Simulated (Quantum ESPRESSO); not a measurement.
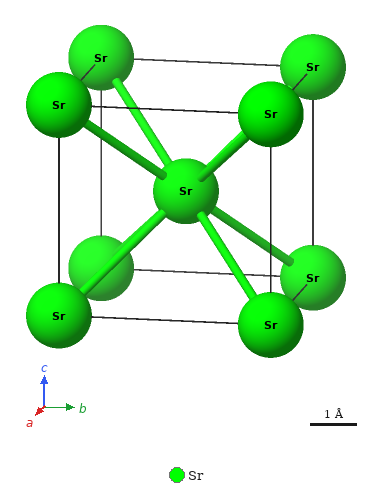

The structure as given in the input (ball-and-stick view of the cell 2 times as large as that of the calculation, set on its symmetry axes, seen slightly off an axis). Near neighbours in the crystal (not all of them lie inside the picture): Sr has 8 Sr at 4.13 Å.

**Single-point calculation, with input and output: Sr**

System: Sr (1 atom in the cell).
Method: Kohn-Sham DFT of a periodic cell, PBE, SSSP 1.3 efficiency PBE, no spin polarisation (Quantum ESPRESSO 7.5).

The structure derives from an entry of the Crystallography Open Database. The volume is scaled by 0.94.

Log
```
This program is part of the open-source Quantum ESPRESSO suite
     for quantum simulation of materials; please cite
         "P. Giannozzi et al., J. Phys.:Condens. Matter 21 395502 (2009);
         "P. Giannozzi et al., J. Phys.:Condens. Matter 29 465901 (2017);
         "P. Giannozzi et al., J. Chem. Phys. 152 154105 (2020);
          URL
     in publications or presentations arising from this work. More details at

     Message from routine setup:
     using ibrav=0 with symmetry is DISCOURAGED, use correct ibrav instead

     Subspace diagonalization in iterative solution of the eigenvalue problem:
     a serial algorithm will be used

     G-vector sticks info
     --------------------
     sticks:   dense  smooth     PW     G-vecs:    dense   smooth      PW
     Sum        2009    1011    341                56903    20209    3997

     Using Slab Decomposition

     bravais-lattice index     =            0
     lattice parameter (alat)  =       7.8073  a.u.
     unit-cell volume          =     366.3375 (a.u.)^3
     number of atoms/cell      =            1
     number of atomic types    =            1
     number of electrons       =        10.00
     number of Kohn-Sham states=           10
     kinetic-energy cutoff     =      55.0000  Ry
     charge density cutoff     =     440.0000  Ry
     scf convergence threshold =      2.0E-10
     mixing beta               =       0.5000
     number of iterations used =            8  plain     mixing
     Exchange-correlation= SLA  PW   PBE  PBE
                           (   1   4   3   4   0   0   0)

     celldm(1)=   7.807304  celldm(2)=   0.000000  celldm(3)=   0.000000
     celldm(4)=   0.000000  celldm(5)=   0.000000  celldm(6)=   0.000000

     crystal axes: (cart. coord. in units of alat)
               a(1) = (  -0.577350   0.577350   0.577350 )
               a(2) = (   0.577350  -0.577350   0.577350 )
               a(3) = (   0.577350   0.577350  -0.577350 )

     reciprocal axes: (cart. coord. in units 2 pi/alat)
               b(1) = (  0.000000  0.866025  0.866025 )
               b(2) = (  0.866025  0.000000  0.866025 )
               b(3) = (  0.866025  0.866025  0.000000 )

     PseudoPot. # 1 for Sr read from file:
     Sr_pbe_v1.uspp.F.UPF
     Pseudo is Ultrasoft + core correction, Zval = 10.0
     Generated by new atomic code, or converted to UPF format
     Using radial grid of  883 points,  6 beta functions with:
                l(1) =   0
                l(2) =   0
                l(3) =   1
                l(4) =   1
                l(5) =   2
                l(6) =   2
     Q(r) pseudized with  6 coefficients,  rinner =    1.400   1.400   1.400
                                                       1.400   1.400

     atomic species   valence    mass     pseudopotential
     Sr               10.00    87.62000     Sr( 1.00)

     48 Sym. Ops., with inversion, found

   Cartesian axes

     site n.     atom                  positions (alat units)
         1        Sr     tau(   1) = (   0.0000000   0.0000000   0.0000000  )

     number of k points=    29  Fermi-Dirac smearing, width (Ry)=  0.0037
                       cart. coord. in units 2pi/alat
        k(    1) = (   0.0000000   0.0000000   0.0000000), wk =   0.0039062
        k(    2) = (   0.1082532   0.1082532   0.0000000), wk =   0.0468750
        k(    3) = (   0.2165064   0.2165064   0.0000000), wk =   0.0468750
        k(    4) = (   0.3247595   0.3247595   0.0000000), wk =   0.0468750
        k(    5) = (  -0.4330127  -0.4330127   0.0000000), wk =   0.0234375
        k(    6) = (   0.2165064   0.1082532   0.1082532), wk =   0.0937500
        k(    7) = (   0.3247595   0.2165064   0.1082532), wk =   0.1875000
        k(    8) = (   0.4330127   0.3247595   0.1082532), wk =   0.1875000
        k(    9) = (   0.4330127   0.2165064   0.2165064), wk =   0.0937500
        k(   10) = (   0.5412659   0.3247595   0.2165064), wk =   0.0937500
        k(   11) = (   0.2165064   0.2165064   0.2165064), wk =   0.0312500
        k(   12) = (   0.3247595   0.3247595   0.2165064), wk =   0.0937500
        k(   13) = (   0.4330127   0.4330127   0.2165064), wk =   0.0468750
        k(   14) = (   0.0000000   0.0000000   0.2165064), wk =   0.0234375
        k(   15) = (   0.4330127   0.3247595   0.3247595), wk =   0.0937500
        k(   16) = (   0.0000000  -0.1082532   0.3247595), wk =   0.0937500
        k(   17) = (   0.0000000  -0.2165064   0.4330127), wk =   0.0937500
        k(   18) = (   0.1082532  -0.1082532   0.4330127), wk =   0.0937500
        k(   19) = (  -0.8660254  -0.3247595  -0.3247595), wk =   0.0468750
        k(   20) = (  -0.7577722  -0.2165064  -0.3247595), wk =   0.1875000
        k(   21) = (  -0.6495191  -0.2165064  -0.2165064), wk =   0.0312500
        k(   22) = (   0.4330127   0.4330127   0.4330127), wk =   0.0078125
        k(   23) = (   0.0000000   0.0000000   0.4330127), wk =   0.0234375
        k(   24) = (   0.0000000  -0.1082532   0.5412659), wk =   0.0937500
        k(   25) = (  -0.8660254  -0.2165064  -0.2165064), wk =   0.0468750
        k(   26) = (  -0.7577722  -0.1082532  -0.2165064), wk =   0.0937500
        k(   27) = (   0.0000000   0.0000000   0.6495191), wk =   0.0234375
        k(   28) = (  -0.8660254  -0.1082532  -0.1082532), wk =   0.0468750
        k(   29) = (  -0.8660254  -0.8660254  -0.8660254), wk =   0.0039062

     Dense  grid:    56903 G-vectors     FFT dimensions: (  54,  54,  54)

     Smooth grid:    20209 G-vectors     FFT dimensions: (  40,  40,  40)

     Check: negative core charge=   -0.000001

     Initial potential from superposition of free atoms

     starting charge       9.9663, renormalised to      10.0000

     negative rho (up, down):  6.456E-02 0.000E+00
     Starting wfcs are   13 randomized atomic wfcs

     Self-consistent Calculation

     iteration #  1     ecut=    55.00 Ry     beta= 0.50
     Davidson diagonalization with overlap
     ethr =  1.00E-02,  avg # of iterations =  2.3

     Threshold (ethr) on eigenvalues was too large:
     Diagonalizing with lowered threshold

     Davidson diagonalization with overlap
     ethr =  1.85E-04,  avg # of iterations =  3.2

     negative rho (up, down):  6.514E-02 0.000E+00

     total energy              =     -70.14444310 Ry
     estimated scf accuracy    <       0.01928418 Ry

     iteration #  2     ecut=    55.00 Ry     beta= 0.50
     Davidson diagonalization with overlap
     ethr =  1.93E-04,  avg # of iterations =  1.2

     negative rho (up, down):  6.615E-02 0.000E+00

     total energy              =     -70.14512441 Ry
     estimated scf accuracy    <       0.00260127 Ry

     iteration #  3     ecut=    55.00 Ry     beta= 0.50
     Davidson diagonalization with overlap
     ethr =  2.60E-05,  avg # of iterations =  2.6

     negative rho (up, down):  6.698E-02 0.000E+00

     total energy              =     -70.14537800 Ry
     estimated scf accuracy    <       0.00019227 Ry

     iteration #  4     ecut=    55.00 Ry     beta= 0.50
     Davidson diagonalization with overlap
     ethr =  1.92E-06,  avg # of iterations =  3.1

     negative rho (up, down):  6.687E-02 0.000E+00

     total energy              =     -70.14539126 Ry
     estimated scf accuracy    <       0.00000407 Ry

     iteration #  5     ecut=    55.00 Ry     beta= 0.50
     Davidson diagonalization with overlap
     ethr =  4.07E-08,  avg # of iterations =  3.0

     negative rho (up, down):  6.678E-02 0.000E+00

     total energy              =     -70.14539284 Ry
     estimated scf accuracy    <       0.00000007 Ry

     iteration #  6     ecut=    55.00 Ry     beta= 0.50
     Davidson diagonalization with overlap
     ethr =  7.38E-10,  avg # of iterations =  3.2

     negative rho (up, down):  6.678E-02 0.000E+00

     total energy              =     -70.14539290 Ry
     estimated scf accuracy    <       0.00000002 Ry

     iteration #  7     ecut=    55.00 Ry     beta= 0.50
     Davidson diagonalization with overlap
     ethr =  1.82E-10,  avg # of iterations =  1.2

     negative rho (up, down):  6.678E-02 0.000E+00

     End of self-consistent calculation

          k = 0.0000 0.0000 0.0000 (  2491 PWs)   bands (ev):

   -31.3262 -13.2113 -13.2113 -13.2113   1.5785   7.6400   7.6400   7.6400
     8.9785   8.9785

          k = 0.1083 0.1083 0.0000 (  2521 PWs)   bands (ev):

   -31.3238 -13.2427 -13.2215 -13.2113   1.8451   7.4121   7.4358   7.8984
     8.7121   8.9673

          k = 0.2165 0.2165 0.0000 (  2517 PWs)   bands (ev):

   -31.3181 -13.3170 -13.2461 -13.2114   2.5846   6.6951   6.9617   8.6491
     8.7300   9.0306

          k = 0.3248 0.3248 0.0000 (  2517 PWs)   bands (ev):

   -31.3123 -13.3894 -13.2704 -13.2114   3.5855   5.9143   6.5989   8.8655
     9.2699   9.7920

          k =-0.4330-0.4330 0.0000 (  2528 PWs)   bands (ev):

   -31.3100 -13.4189 -13.2805 -13.2115   4.2326   5.4724   6.4659   8.7986
     9.4799  10.7143

          k = 0.2165 0.1083 0.1083 (  2522 PWs)   bands (ev):

   -31.3198 -13.2937 -13.2333 -13.2187   2.3510   6.9605   7.0644   8.4077
     8.5042   9.1550

          k = 0.3248 0.2165 0.1083 (  2525 PWs)   bands (ev):

   -31.3140 -13.3589 -13.2629 -13.2217   3.2484   6.2362   6.6501   8.6261
     9.2911   9.3622

          k = 0.4330 0.3248 0.1083 (  2527 PWs)   bands (ev):

   -31.3100 -13.4026 -13.2865 -13.2224   4.2201   5.5974   6.4048   8.6996
     9.4237  10.4040

          k = 0.4330 0.2165 0.2165 (  2521 PWs)   bands (ev):

   -31.3100 -13.3810 -13.2984 -13.2328   4.2072   5.8030   6.2385   8.7839
     9.2146  10.1273

          k = 0.5413 0.3248 0.2165 (  2526 PWs)   bands (ev):

   -31.3083 -13.3803 -13.3248 -13.2355   4.9962   5.4273   5.9480   8.8264
     9.3453   9.8314

          k = 0.2165 0.2165 0.2165 (  2550 PWs)   bands (ev):

   -31.3155 -13.3477 -13.2364 -13.2364   3.0498   6.4648   6.4648   9.0644
     9.0644   9.2420

          k = 0.3248 0.3248 0.2165 (  2508 PWs)   bands (ev):

   -31.3112 -13.3802 -13.2751 -13.2396   4.0423   5.8700   6.1691   9.1455
     9.3952   9.9197

          k = 0.4330 0.4330 0.2165 (  2524 PWs)   bands (ev):

   -31.3095 -13.3876 -13.2969 -13.2409   4.7671   5.4516   6.0728   8.9743
     9.5226   9.8678

          k = 0.0000 0.0000 0.2165 (  2531 PWs)   bands (ev):

   -31.3215 -13.2507 -13.2320 -13.2320   2.1047   7.4419   7.4419   7.9272
     7.9717   9.3148

          k = 0.4330 0.3248 0.3248 (  2503 PWs)   bands (ev):

   -31.3093 -13.3633 -13.3089 -13.2593   5.0042   5.6323   5.7929   8.9516
     9.3883   9.5529

          k = 0.0000-0.1083 0.3248 (  2527 PWs)   bands (ev):

   -31.3160 -13.3147 -13.2571 -13.2359   2.8245   6.7363   7.1317   7.8745
     8.5816   9.4472

          k = 0.0000-0.2165 0.4330 (  2524 PWs)   bands (ev):

   -31.3104 -13.3826 -13.2820 -13.2344   3.8093   5.9028   6.8125   8.0972
     9.3327   9.7101

          k = 0.1083-0.1083 0.4330 (  2515 PWs)   bands (ev):

   -31.3106 -13.3575 -13.2878 -13.2488   3.6647   6.1497   6.9025   7.9372
     9.0855   9.4371

          k =-0.8660-0.3248-0.3248 (  2526 PWs)   bands (ev):

   -31.3081 -13.4103 -13.2922 -13.2337   4.4952   5.4031   6.6917   8.0245
     9.4571  10.6504

          k =-0.7578-0.2165-0.3248 (  2530 PWs)   bands (ev):

   -31.3068 -13.3889 -13.3157 -13.2498   4.6264   5.5549   6.5301   8.1105
     9.1278  10.4590

          k =-0.6495-0.2165-0.2165 (  2520 PWs)   bands (ev):

   -31.3054 -13.3624 -13.3624 -13.2525   5.3991   5.3991   5.8291   8.8339
     8.8339  10.0049

          k = 0.4330 0.4330 0.4330 (  2520 PWs)   bands (ev):

   -31.3090 -13.3133 -13.3133 -13.3133   5.5876   5.5876   5.5876   8.2503
     9.5666   9.5666

          k = 0.0000 0.0000 0.4330 (  2515 PWs)   bands (ev):

   -31.3109 -13.3200 -13.2835 -13.2835   3.4779   6.4735   7.4019   7.4019
     8.7240   9.1499

          k = 0.0000-0.1083 0.5413 (  2527 PWs)   bands (ev):

   -31.3058 -13.3662 -13.3096 -13.2889   4.3498   5.7911   7.3835   7.5175
     8.8037   9.5840

          k =-0.8660-0.2165-0.2165 (  2530 PWs)   bands (ev):

   -31.3037 -13.3895 -13.3204 -13.2866   5.0688   5.2571   7.2682   7.3292
     9.2936  10.5035

          k =-0.7578-0.1083-0.2165 (  2532 PWs)   bands (ev):

   -31.3024 -13.3729 -13.3445 -13.2965   5.0342   5.4202   6.8577   8.2620
     8.7652  10.4482

          k = 0.0000 0.0000 0.6495 (  2538 PWs)   bands (ev):

   -31.3012 -13.3550 -13.3370 -13.3370   4.8651   5.4478   8.0104   8.0104
     8.2090   9.7562

          k =-0.8660-0.1083-0.1083 (  2516 PWs)   bands (ev):

   -31.2993 -13.3685 -13.3483 -13.3385   5.1366   5.1955   7.8331   8.2346
     9.0150  10.3652

          k =-0.8660-0.8660-0.8660 (  2550 PWs)   bands (ev):

   -31.2975 -13.3597 -13.3597 -13.3597   5.0932   5.0932   8.8773   8.8773
     8.8773  10.3103

     the Fermi energy is     5.2182 ev

!    total energy              =     -70.14539291 Ry
     estimated scf accuracy    <          1.3E-10 Ry
     smearing contrib. (-TS)   =      -0.00055958 Ry
     internal energy E=F+TS    =     -70.14483333 Ry

     The total energy is F=E-TS. E is the sum of the following terms:
     one-electron contribution =     -25.36694343 Ry
     hartree contribution      =      13.72399291 Ry
     xc contribution           =     -18.13367494 Ry
     ewald contribution        =     -40.36820787 Ry

     convergence has been achieved in   7 iterations

     negative rho (up, down):  6.678E-02 0.000E+00

     Forces acting on atoms (cartesian axes, Ry/au):

     atom    1 type  1   force =     0.00000000    0.00000000    0.00000000

     Total force =     0.000000     Total SCF correction =     0.000000

     Computing stress (Cartesian axis) and pressure

     negative rho (up, down):  6.678E-02 0.000E+00
          total   stress  (Ry/bohr**3)                   (kbar)     P=       -0.53
  -0.00000360  -0.00000000  -0.00000000           -0.53       -0.00       -0.00
  -0.00000000  -0.00000360  -0.00000000           -0.00       -0.53       -0.00
  -0.00000000  -0.00000000  -0.00000360           -0.00       -0.00       -0.53

=------------------------------------------------------------------------------=
   JOB DONE.
=------------------------------------------------------------------------------=
```

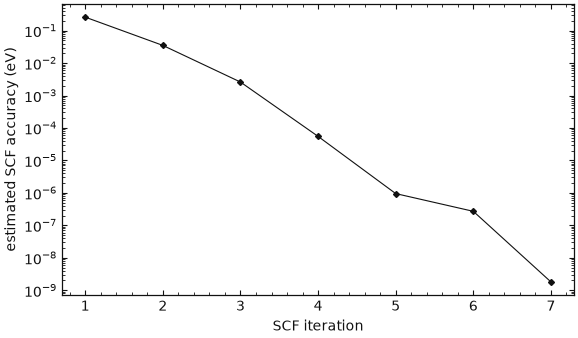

Convergence of the self-consistent field: estimated SCF accuracy against the iteration. The field takes 7 iterations in all.

The run was set up as follows.

Input file
```
&CONTROL
  calculation = 'scf'
  prefix = 'pwscf'
  outdir = './tmp'
  pseudo_dir = './pseudo'
  tprnfor = .true.
  tstress = .true.
  disk_io = 'nowf'
/
&SYSTEM
  ibrav = 0
  nat = 1
  ntyp = 1
  ecutwfc = 55
  ecutrho = 440
  nbnd = 10
  occupations = 'smearing'
  smearing = 'fd'
  degauss = 0.00367493
/
&ELECTRONS
  conv_thr = 2d-10
  electron_maxstep = 120
  mixing_beta = 0.5
/
ATOMIC_SPECIES
Sr    87.6200 Sr_pbe_v1.uspp.F.UPF
CELL_PARAMETERS angstrom
  -2.3852921747    2.3852921747    2.3852921747
   2.3852921747   -2.3852921747    2.3852921747
   2.3852921747    2.3852921747   -2.3852921747
ATOMIC_POSITIONS crystal
Sr     0.0000000000    0.0000000000    0.0000000000
K_POINTS automatic
8 8 8 0 0 0
```

Run as:
```bash
OMP_NUM_THREADS=1 pw.x -in pw.in > pw.out
```

Key numbers

| quantity | value |
| --- | --- |
| outcome | converged |
| space group (tolerance 0.01 Å) | Im-3m (229) |
| electrons treated | 10 |
| free energy | −954.3767 eV |
| Fermi energy | 5.218 eV |
| gap on the k-point mesh | none (metallic) |
| pressure | −0.05 GPa |
| largest force (length of the vector) | under 0.001 eV/Å |
| hardware | 1 thread of AMD EPYC (Zen 3), 128 GiB of memory available, shared host |
| wall time | 20 s |
| peak memory | 0.26 GiB |

Notes on the run: negative rho.
